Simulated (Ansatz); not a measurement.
## Geometry relaxation of Ni3Si

- system: Ni3Si (Pm-3m, 4 atoms in the cell)
- method: DFT PBEsol, scalar-relativistic, plane waves, PAW, no spin polarisation (Ansatz 0.2.0)

The structure derives from an entry of the Crystallography Open Database. It belongs to a series of runs on one base structure; here: relaxed at 40 GPa.

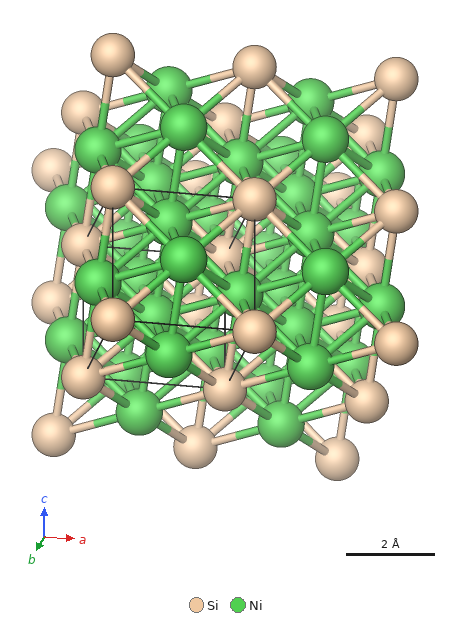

Figure 1. The starting structure (ball-and-stick view of the cell of the calculation, repeated 2 × 2 × 2, seen at an oblique angle).

## Input file
```yaml
crystal:
  lattice:
    - [3.3165166037, 0.0, 0.0]
    - [0.0, 3.3165166037, 0.0]
    - [0.0, 0.0, 3.3165166037]
  atoms:
    - { symbol: Si, position: [0.0, 0.0, 0.0] }
    - { symbol: Ni, position: [0.0, 0.5, 0.5] }
    - { symbol: Ni, position: [0.5, 0.0, 0.5] }
    - { symbol: Ni, position: [0.5, 0.5, 0.0] }
basis:
  ecutwfc: 420
kpoints:
  mp_grid: { grid: [12, 12, 12] }
hamiltonian:
  xc: pbesol
scf:
  occupations: { method: gaussian, width: 0.1 }
output:
  forces: true
  stress: true
  eigenvalues: true
relax:
  adjacent_minimum: "off"
  f_tol: 0.008
  max_steps: 50
  cell: { stress_tol: 0.08, p_target: 40.0 }
```

Launch command:
```bash
ansatz run input.yaml --threads 1 --pin off --max-ram 2560MiB --backend cpu --events-out ev --progress --plain --runs-dir out
```

## Output
```
Engine: ansatz 0.2.0, x86_64-unknown-linux-gnu
Pseudopotentials: kind: paw
Pseudopotential: Si, paw, valence charge 4, recommended cutoff 420 eV (normal), Si.paw.azcp
Pseudopotential: Ni, paw, valence charge 18, recommended cutoff 420 eV (normal), Ni.paw.azcp
Functional definition: PBEsol
  exchange = pbesol_x
  correlation = pbesol_c
Crystal: 4 atoms, lattice volume = 36.479 Å³
Basis set: ecut = 420 eV, 739 PW (Γ), exchange–correlation on 48×48×48 points (8 copies of the dense FFT grid, shifted against one another)
Bands: 35, of which v1, the nominal top of the filled ones, is band 29 counted from 1 (28 counted from 0)
Symmetry: 48 space group operations
Space group: Pm-3m (ITA 221), of the structure as read, at distance tolerance 3.3e-5 Å
k-points: 84 of 1728
Non-local potential: Si, projectors of the file, l = 0: 2, l = 1: 2, l = 2: 2
Non-local potential: Ni, projectors of the file, l = 0: 3, l = 1: 2, l = 2: 3, l = 3: 1
PAW form: soft (Blöchl's): semilocal exchange-correlation on the pseudo side does not see the compensation charge
PAW frozen core: Si, regenerated for the run's functional, and the local potential with it (the file was generated under x = pbe(κ = 0.804, μ = 0.2195149727645171), c = pbe(β = 0.06672455060314922))
PAW frozen core: Ni, regenerated for the run's functional, and the local potential with it (the file was generated under x = pbe(κ = 0.804, μ = 0.2195149727645171), c = pbe(β = 0.06672455060314922))
PAW one-centre angular grid: Si, 110 points (default); XC on 64 Gauss nodes
PAW one-centre angular grid: Ni, 590 points (default); XC on 64 Gauss nodes
Initial density: superposition of atomic densities (neutral atoms: chi_scale 0, normalization atom), corrected by the library's trained network
Initial wavefunctions: pseudopotential atomic-orbital guess
Functional: x = pbesol(κ = 0.804, μ = 0.12345679012345678), c = pbesol(β = 0.046)
SCF iter   1: F=—  HF=-18037.987589 eV  |F-HF|=—  |Δ(HF+E_count)|=         —  Δρ=2.47e-2  dr2=1.12e-1  ethr=1.77e-3  ⟨swp⟩=5.5  Hψ=10805  notcnv=0
preconditioner: auto → Kerker (q_TF=auto, 2.948 Å⁻¹)  [metal: Δε(μ)=0.024 eV  Ē_g=8.600 eV  σ=0.100 eV  W_gap=0.13  n_scr=18 (ndim 8)  ℏωp=35.8 eV  f_vac=0.001  D(μ)=1.91/eV (n_scr^D=18)]
SCF iter   2: F=—  HF=-18037.966760 eV  |F-HF|=—  |Δ(HF+E_count)|=   2.08e-2  Δρ=5.81e-3  dr2=6.43e-3  ethr=1.92e-4  ⟨swp⟩=2.4  Hψ=5724  notcnv=0  defer=97
SCF iter   3: F=—  HF=-18037.965268 eV  |F-HF|=—  |Δ(HF+E_count)|=   1.49e-3  Δρ=2.03e-3  dr2=8.84e-4  ethr=1.11e-5  ⟨swp⟩=1.7  Hψ=3243  notcnv=0  defer=97
SCF iter   4: F=—  HF=-18037.964946 eV  |F-HF|=—  |Δ(HF+E_count)|=   3.22e-4  Δρ=4.82e-4  dr2=7.05e-5  ethr=1.52e-6  ⟨swp⟩=2.1  Hψ=4076  notcnv=0  defer=97
SCF iter   5: F=—  HF=-18037.964946 eV  |F-HF|=—  |Δ(HF+E_count)|=   3.30e-7  Δρ=1.00e-4  dr2=6.54e-6  ethr=1.22e-7  ⟨swp⟩=2.2  Hψ=4540  notcnv=0  defer=97
SCF iter   6: F=—  HF=-18037.964944 eV  |F-HF|=—  |Δ(HF+E_count)|=   2.14e-6  Δρ=2.48e-5  dr2=4.09e-7  ethr=1.13e-8  ⟨swp⟩=2.1  Hψ=4248  notcnv=0  defer=97
SCF iter   7: F=-18037.964944 eV  HF=-18037.964944 eV  |F-HF|=3.54e-9  |Δ(HF+E_count)|=   1.74e-7  Δρ=4.76e-6  dr2=5.38e-9  ethr=1.72e-10  ⟨swp⟩=8.7  Hψ=15119  notcnv=0
SCF 1 converged in 7 iterations: F = -18037.964944 eV  dr2 = 5.38e-9
  greatest PAW one-centre occupation: 1.001 electrons in one spin orbital (limit 2), on the Ni atom at site 2 (counted from 0), in its partial waves of l = 1
relax step   1: F+E_penalty+E_count = -18037.96494398 eV  Δ(F+E_penalty+E_count) = +0.000e0 eV  max|allowed force component| = 8.770e-29 eV/Å  Δτ_max = 0.0000 Å  P = +41.488 GPa  Ω = 36.479 Å³  (7 SCF iters, dr2 threshold 1.00e-7 eV, accepted)
Crystal: 4 atoms, lattice volume = 36.552 Å³
Initial density: handed on by an earlier stage of this run
Initial wavefunctions: those handed on with the density
iter 1 solved again at ethr=6.05e-8 eV; its pass at ethr=3.10e-3 eV (dr2=3.51e-5 eV) is discarded
SCF iter   1: F=—  HF=-18037.983636 eV  |F-HF|=—  |Δ(HF+E_count)|=         —  Δρ=3.83e-4  dr2=3.41e-5  ethr=6.05e-8  ⟨swp⟩=2.3  Hψ=12764  notcnv=0
preconditioner: auto → Kerker (q_TF=auto, 2.947 Å⁻¹)  [metal: Δε(μ)=0.014 eV  Ē_g=8.610 eV  σ=0.100 eV  W_gap=0.08  n_scr=18 (ndim 8)  ℏωp=35.8 eV  f_vac=0.001  D(μ)=1.83/eV (n_scr^D=18)]
SCF iter   2: F=—  HF=-18037.983619 eV  |F-HF|=—  |Δ(HF+E_count)|=   1.67e-5  Δρ=1.33e-4  dr2=4.62e-6  ethr=5.89e-8  ⟨swp⟩=1.0  Hψ=2942  notcnv=0
iter 3 did not close the SCF: its close was put off for the readings that it lacked (scf_convergence_deferred on its scf_iter line)
SCF iter   3: F=-18037.983618 eV  HF=-18037.983618 eV  |F-HF|=1.11e-8  |Δ(HF+E_count)|=   1.01e-6  Δρ=2.38e-5  dr2=1.10e-7  ethr=7.97e-9  ⟨swp⟩=2.2  Hψ=3755  notcnv=0
iter 4 did not close the SCF: its close was put off for the readings that it lacked (scf_convergence_deferred on its scf_iter line)
SCF iter   4: F=-18037.983618 eV  HF=-18037.983618 eV  |F-HF|=1.74e-9  |Δ(HF+E_count)|=   9.03e-8  Δρ=1.22e-5  dr2=2.40e-8  ethr=1.90e-10  ⟨swp⟩=2.1  Hψ=4788  notcnv=0
iter 5 did not close the SCF: its close was put off for the readings that it lacked (scf_convergence_deferred on its scf_iter line)
SCF iter   5: F=-18037.983618 eV  HF=-18037.983618 eV  |F-HF|=7.71e-10  |Δ(HF+E_count)|=   5.90e-9  Δρ=4.06e-6  dr2=2.85e-9  ethr=4.14e-11  ⟨swp⟩=1.7  Hψ=3126  notcnv=0
SCF iter   6: F=-18037.983618 eV  HF=-18037.983618 eV  |F-HF|=7.64e-11  |Δ(HF+E_count)|=  2.91e-10  Δρ=8.12e-7  dr2=1.72e-10  ethr=4.91e-12  ⟨swp⟩=2.1  Hψ=9205  notcnv=0
SCF 2 converged in 6 iterations: F = -18037.983618 eV  dr2 = 1.72e-10
  greatest PAW one-centre occupation: 1.001 electrons in one spin orbital (limit 2), on the Ni atom at site 3 (counted from 0), in its partial waves of l = 1
relax step   2: F+E_penalty+E_count = -18037.98361791 eV  Δ(F+E_penalty+E_count) = -1.867e-2 eV  max|allowed force component| = 1.206e-28 eV/Å  Δτ_max = 0.0000 Å  P = +40.651 GPa  Ω = 36.552 Å³  energy of the carried Pulay correction = -3.762e-5 eV  (6 SCF iters, dr2 threshold 4.00e-7 eV, accepted)
Crystal: 4 atoms, lattice volume = 36.609 Å³
iter 1 solved again at ethr=3.65e-8 eV; its pass at ethr=3.10e-3 eV (dr2=2.11e-5 eV) is discarded
SCF iter   1: F=—  HF=-18037.997939 eV  |F-HF|=—  |Δ(HF+E_count)|=         —  Δρ=2.97e-4  dr2=2.05e-5  ethr=3.65e-8  ⟨swp⟩=2.3  Hψ=12766  notcnv=0
preconditioner: auto → Kerker (q_TF=auto, 2.946 Å⁻¹)  [metal: Δε(μ)=0.014 eV  Ē_g=8.597 eV  σ=0.100 eV  W_gap=0.08  n_scr=18 (ndim 8)  ℏωp=35.8 eV  f_vac=0.001  D(μ)=1.83/eV (n_scr^D=18)]
SCF iter   2: F=—  HF=-18037.997925 eV  |F-HF|=—  |Δ(HF+E_count)|=   1.45e-5  Δρ=1.03e-4  dr2=2.78e-6  ethr=3.54e-8  ⟨swp⟩=1.0  Hψ=2942  notcnv=0
iter 3 did not close the SCF: its close was put off for the readings that it lacked (scf_convergence_deferred on its scf_iter line)
SCF iter   3: F=-18037.997924 eV  HF=-18037.997924 eV  |F-HF|=1.05e-8  |Δ(HF+E_count)|=   5.99e-7  Δρ=1.86e-5  dr2=6.45e-8  ethr=4.80e-9  ⟨swp⟩=2.1  Hψ=3707  notcnv=0
iter 4 did not close the SCF: its close was put off for the readings that it lacked (scf_convergence_deferred on its scf_iter line)
SCF iter   4: F=-18037.997924 eV  HF=-18037.997924 eV  |F-HF|=4.55e-10  |Δ(HF+E_count)|=   5.59e-8  Δρ=9.47e-6  dr2=1.56e-8  ethr=1.11e-10  ⟨swp⟩=2.0  Hψ=4817  notcnv=0
iter 5 did not close the SCF: its close was put off for the readings that it lacked (scf_convergence_deferred on its scf_iter line)
SCF iter   5: F=-18037.997924 eV  HF=-18037.997924 eV  |F-HF|=8.22e-10  |Δ(HF+E_count)|=   2.89e-9  Δρ=3.17e-6  dr2=1.90e-9  ethr=2.69e-11  ⟨swp⟩=1.8  Hψ=3111  notcnv=0
SCF iter   6: F=-18037.997924 eV  HF=-18037.997924 eV  |F-HF|=6.18e-11  |Δ(HF+E_count)|=  2.18e-11  Δρ=5.86e-7  dr2=1.07e-10  ethr=3.27e-12  ⟨swp⟩=2.1  Hψ=9240  notcnv=0
SCF 3 converged in 6 iterations: F = -18037.997924 eV  dr2 = 1.07e-10
relax step   3: F+E_penalty+E_count = -18037.99792435 eV  Δ(F+E_penalty+E_count) = -1.431e-2 eV  max|allowed force component| = 3.073e-29 eV/Å  Δτ_max = 0.0000 Å  P = +40.004 GPa  Ω = 36.609 Å³  energy of the carried Pulay correction = -6.692e-5 eV  (6 SCF iters, dr2 threshold 4.00e-7 eV, accepted)
Initial wavefunctions: pseudopotential atomic-orbital guess (no wavefunctions were taken with the density)
iter 1 solved again at ethr=1.80e-7 eV; its pass at ethr=3.10e-3 eV (dr2=1.05e-4 eV) is discarded
SCF iter   1: F=—  HF=-18037.997903 eV  |F-HF|=—  |Δ(HF+E_count)|=         —  Δρ=7.28e-4  dr2=3.99e-6  ethr=1.80e-7  ⟨swp⟩=3.2  Hψ=19068  notcnv=0
SCF iter   2: F=—  HF=-18037.997976 eV  |F-HF|=—  |Δ(HF+E_count)|=   7.33e-5  Δρ=3.71e-4  dr2=1.04e-6  ethr=6.87e-9  ⟨swp⟩=1.4  Hψ=3217  notcnv=0
SCF iter   3: F=—  HF=-18037.997987 eV  |F-HF|=—  |Δ(HF+E_count)|=   1.02e-5  Δρ=2.35e-6  dr2=9.19e-10  ethr=1.78e-9  ⟨swp⟩=1.1  Hψ=2948  notcnv=0
SCF iter   4: F=—  HF=-18037.997987 eV  |F-HF|=—  |Δ(HF+E_count)|=   1.28e-9  Δρ=5.70e-7  dr2=1.17e-10  ethr=1.58e-12  ⟨swp⟩=2.8  Hψ=6224  notcnv=0
iter 5 did not close the SCF: its close was put off for the readings that it lacked (scf_convergence_deferred on its scf_iter line)
SCF iter   5: F=-18037.997987 eV  HF=-18037.997987 eV  |F-HF|=4.00e-11  |Δ(HF+E_count)|=  1.46e-11  Δρ=2.93e-7  dr2=3.65e-11  ethr=1.00e-12  ⟨swp⟩=1.0  Hψ=2940  notcnv=0
iter 6 did not close the SCF: its close was put off for the readings that it lacked (scf_convergence_deferred on its scf_iter line)
SCF iter   6: F=-18037.997987 eV  HF=-18037.997987 eV  |F-HF|=3.64e-12  |Δ(HF+E_count)|=  7.28e-12  Δρ=4.75e-8  dr2=1.52e-12  ethr=1.00e-12  ⟨swp⟩=1.0  Hψ=2940  notcnv=0
iter 7 did not close the SCF: its close was put off for the readings that it lacked (scf_convergence_deferred on its scf_iter line)
SCF iter   7: F=-18037.997987 eV  HF=-18037.997987 eV  |F-HF|=7.28e-12  |Δ(HF+E_count)|=  3.64e-12  Δρ=7.04e-9  dr2=2.13e-14  ethr=1.00e-12  ⟨swp⟩=1.0  Hψ=2940  notcnv=0
iter 8 did not close the SCF: its close was put off for the readings that it lacked (scf_convergence_deferred on its scf_iter line)
SCF iter   8: F=-18037.997987 eV  HF=-18037.997987 eV  |F-HF|=0.00e0  |Δ(HF+E_count)|=    0.00e0  Δρ=2.61e-9  dr2=1.38e-15  ethr=1.00e-12  ⟨swp⟩=1.0  Hψ=2940  notcnv=0
SCF iter   9: F=-18037.997987 eV  HF=-18037.997987 eV  |F-HF|=0.00e0  |Δ(HF+E_count)|=    0.00e0  Δρ=1.02e-9  dr2=3.18e-16  ethr=1.00e-12  ⟨swp⟩=2.4  Hψ=7478  notcnv=0
SCF 4 converged in 9 iterations: F = -18037.997987 eV  dr2 = 3.18e-16
relax step   4: F+E_penalty+E_count = -18037.99798654 eV  Δ(F+E_penalty+E_count) = -6.219e-5 eV  max|allowed force component| = 6.607e-30 eV/Å  Δτ_max = 0.0000 Å  P = +40.003 GPa  Ω = 36.609 Å³  stress off target by 3.10e-3 GPa  SCF on the basis re-selected at this cell (its energy is not comparable with the rows above)  (9 SCF iters)
```

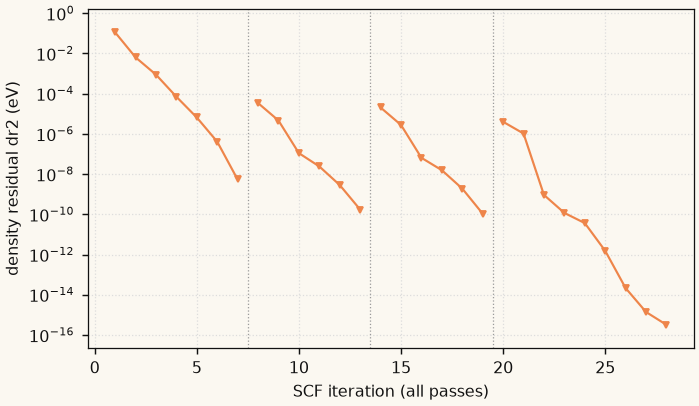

Figure 2. Convergence of the self-consistent field: density residual dr2 against the SCF iteration. The dotted lines part the SCF passes of the relaxation: geometry steps, rejected trials and re-solves on a re-selected basis. The passes take 7, 6, 6 and 9 iterations.

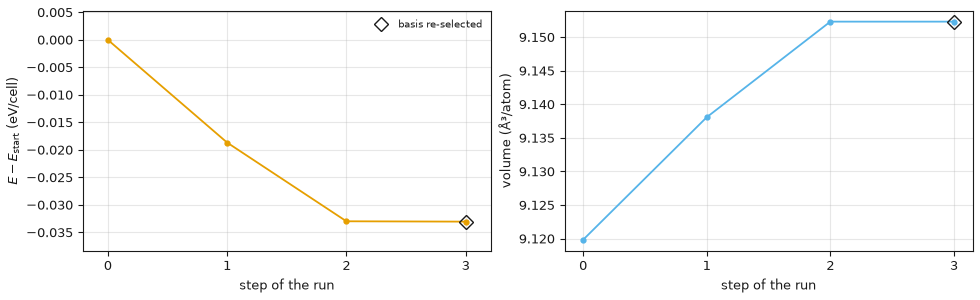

Figure 3. Progress of the relaxation, step by step (the first geometry is step 0 here and step 1 in the log). The atoms keep their places relative to the cell (all moves are under 0.005 Å). The energy falls by 33.0 meV per cell of the calculation in 2 geometry steps. All forces vanish by symmetry, so only the cell relaxes. Pressure: 41.49 GPa at the start and 40.00 GPa at the end. A last SCF at the same geometry on a re-selected plane-wave basis shifts the energy by −0.1 meV per cell of the calculation.

```
basis re-selected at this cell: Δ(F+E_penalty+E_count) = -6.219e-5 eV, ΔP = -0.001 GPa vs the last step (what re-selecting the basis moved, of the pressure what is left beyond the Pulay correction that the steps carried, after the strain that the cell walked since its last selection, with what the two solves' SCF thresholds leave and, on support functions, any second-order correction that the steps lacked; it is no measure of the basis error at this ecutwfc). This SCF's stress stands 3.10e-3 GPa from its target on what of the cell is left free (relax.cell.stress_tol is 8.00e-2 GPa) and its largest allowed force component is 6.61e-30 eV/Å (relax.f_tol is 8.00e-3 eV/Å): within both
SCF converged after 9 iterations
Free energy (F): -18037.997987 eV
Harris-Foulkes:  -18037.997987 eV  (|F-HF|=0.00e0)
Internal energy: -18037.988825 eV  (E = F + TS)
E sigma→0 (E₀):  -18037.993406 eV
Entropy (-TS):   -0.009162 eV (-2.290 meV/atom)
Fermi energy:    21.198499 eV
--- Per-component energies (eV) ---
  E_band       = -656.105508
  E_kinetic    = 913.598847
  E_local      = -10864.158870  (includes V_loc(G=0)·N_el)
  E_nonlocal   = 1932.139590
  E_hartree    = 4660.441967
  E_xc         = -319.469769
  E_vxc        = -389.851752  (∫ρ·V_xc dr)
  E_paw        = -5281.682795  (= ΣΔE_a)
  E_vpaw       = -1568.718571  (= ΣTr[D̂ρ^β])
  E_aug_tail   = 0.001315  (compensation charges beyond the density's cutoff)
  E_ewald      = -9079.482538
  E_core_change = 0.623427  (= ΣΔE_core)
  E_smearing   = -0.009162  (= −TS)
  E_closure    = -0.000000  (closes the sum)
  Σ components = -18037.997987   (vs F -18037.997987, Δ=0.00e0)
--- Forces (eV/Å), atoms counted from 1 ---
  atom   1  Si     0.00000000     0.00000000    -0.00000000
  atom   2  Ni     0.00000000    -0.00000000     0.00000000
  atom   3  Ni    -0.00000000    -0.00000000    -0.00000000
  atom   4  Ni    -0.00000000    -0.00000000     0.00000000
  max |Σ_I F_I| component: 1.95e-29 eV/Å
--- Stress (GPa, compression-positive) ---
       40.003101       0.000000       0.000000
        0.000000      40.003101       0.000000
        0.000000       0.000000      40.003101
  P = ⅓ Tr σ = 40.0031 GPa (400.031 kbar)
--- Band table (eV; the first three rows and the last of 84) ---
  k-point 0: bands = ["-82.0801", "-82.0055", "-82.0055", "-42.7506", "-42.7506", "-42.7506", "-42.6316", "-42.6316", "-42.6316", "-42.4035", "-42.4035", "-42.4035", "7.8318", "15.0779", "15.9938", "15.9938", "16.6367", "16.6367", "16.6367", "19.2118", "19.2118", "19.2118", "20.0630", "20.0630", "20.0630", "20.4208", "20.4208", "20.8518", "21.2524", "21.2524", "21.2524", "27.6459", "28.3038", "28.3038", "32.9549"]
  k-point 1: bands = ["-82.0789", "-82.0066", "-82.0054", "-42.7480", "-42.7480", "-42.7470", "-42.6324", "-42.6324", "-42.6318", "-42.4077", "-42.4053", "-42.4053", "7.9256", "15.1115", "15.8827", "16.0645", "16.6363", "16.6363", "16.6667", "19.0193", "19.0193", "19.1770", "19.7773", "20.1531", "20.1531", "20.4229", "20.4351", "20.8073", "21.2526", "21.4268", "21.4268", "27.7918", "28.2642", "28.6018", "32.6580"]
  k-point 2: bands = ["-82.0756", "-82.0098", "-82.0054", "-42.7407", "-42.7407", "-42.7368", "-42.6348", "-42.6348", "-42.6326", "-42.4198", "-42.4103", "-42.4103", "8.2035", "15.0873", "15.6339", "16.2690", "16.6302", "16.6302", "16.7533", "18.7103", "18.7103", "19.0773", "19.2870", "20.1485", "20.1485", "20.3368", "20.4236", "20.6793", "21.2529", "21.9710", "21.9710", "27.8493", "28.1498", "29.5979", "31.6622"]
  k-point 83: bands = ["-82.0299", "-82.0299", "-82.0299", "-42.7814", "-42.7814", "-42.7814", "-42.7227", "-42.5344", "-42.5344", "-42.5344", "-42.3581", "-42.3581", "12.0191", "15.8770", "15.8770", "15.8770", "16.7641", "16.7641", "16.7641", "18.3634", "18.3634", "18.3634", "19.3340", "19.3340", "19.3340", "19.6156", "19.6156", "20.3292", "20.9524", "20.9524", "20.9524", "23.2362", "25.9437", "25.9437", "25.9437"]
--- Relaxed structure (3 steps of the walk, 3 accepted, 1 SCFs on fresh bases) ---
  F+E_penalty+E_count = -18037.99798654 eV   max|allowed force component| = 6.607e-30 eV/Å   (the final SCF, on the basis selected at the relaxed cell)
  cell:  # Å, volume = 36.6093 Å³
    - [3.3204501822147097, -3.6311804159801006e-34, 1.0432120532097527e-34]
    - [-3.6311804159801006e-34, 3.3204501822147097, 4.012354050806741e-36]
    - [-2.407412430484045e-35, 4.012354050806741e-36, 3.3204501822147097]
  atoms:
    - { symbol: Si, position: [1.6067785451237678e-37, 3.544364439605124e-38, -2.1266186629158314e-38] }
    - { symbol: Ni, position: [-6.616146951255742e-38, 0.5, 0.5] }
    - { symbol: Ni, position: [0.5, 1.6540367303101904e-38, 0.5] }
    - { symbol: Ni, position: [0.5, 0.5, -1.181454812779535e-38] }
```

## Trajectory as extended XYZ (Å, eV, eV/Å), 4 frames, from step=1 to step=4
```
4
Lattice="3.3165 0.0000 0.0000 0.0000 3.3165 0.0000 0.0000 0.0000 3.3165" Properties=species:S:1:pos:R:3:forces:R:3 step=1 energy=-18037.96494 pressure_GPa=41.49
Si    0.0000    0.0000    0.0000    0.0000   0.0000   0.0000
Ni    0.0000    1.6583    1.6583    0.0000   0.0000   0.0000
Ni    1.6583    0.0000    1.6583    0.0000   0.0000   0.0000
Ni    1.6583    1.6583    0.0000    0.0000   0.0000   0.0000
4
Lattice="3.3187 0.0000 0.0000 0.0000 3.3187 0.0000 0.0000 0.0000 3.3187" Properties=species:S:1:pos:R:3:forces:R:3 step=2 energy=-18037.98362 pressure_GPa=40.65
Si    0.0000    0.0000    0.0000    0.0000   0.0000   0.0000
Ni    0.0000    1.6594    1.6594    0.0000   0.0000   0.0000
Ni    1.6594    0.0000    1.6594    0.0000   0.0000   0.0000
Ni    1.6594    1.6594    0.0000    0.0000   0.0000   0.0000
4
Lattice="3.3205 0.0000 0.0000 0.0000 3.3205 0.0000 0.0000 0.0000 3.3205" Properties=species:S:1:pos:R:3:forces:R:3 step=3 energy=-18037.99792 pressure_GPa=40.00
Si    0.0000    0.0000    0.0000    0.0000   0.0000   0.0000
Ni    0.0000    1.6602    1.6602    0.0000   0.0000   0.0000
Ni    1.6602    0.0000    1.6602    0.0000   0.0000   0.0000
Ni    1.6602    1.6602    0.0000    0.0000   0.0000   0.0000
4
Lattice="3.3205 0.0000 0.0000 0.0000 3.3205 0.0000 0.0000 0.0000 3.3205" Properties=species:S:1:pos:R:3:forces:R:3 step=4 energy=-18037.99799 pressure_GPa=40.00
Si    0.0000    0.0000    0.0000    0.0000   0.0000   0.0000
Ni    0.0000    1.6602    1.6602    0.0000   0.0000   0.0000
Ni    1.6602    0.0000    1.6602    0.0000   0.0000   0.0000
Ni    1.6602    1.6602    0.0000    0.0000   0.0000   0.0000
```

## Key numbers

- outcome: converged
- space group (tolerance 0.01 Å): Pm-3m (221)
- electrons treated: 58
- free energy: −18037.9980 eV
- Fermi energy: 21.198 eV
- gap on the k-point mesh: none (metallic)
- pressure: 40.00 GPa
- final volume: 36.61 Å³
- largest force (length of the vector) at the end: under 0.001 eV/Å
- final cell: a = 3.320 Å, b = 3.320 Å, c = 3.320 Å, α = 90.00°, β = 90.00°, γ = 90.00°
- hardware: 1 thread of Intel Xeon @ 2.50GHz (Skylake/Cascade Lake), 192 GiB of memory available, shared host
- wall time: 30 s
- peak memory: 0.45 GiB

## Notes

The run has no spin polarisation, so a magnetic state may lie lower. The cell was relaxed to the target pressure of the input; what is minimised is then the enthalpy E + pV.
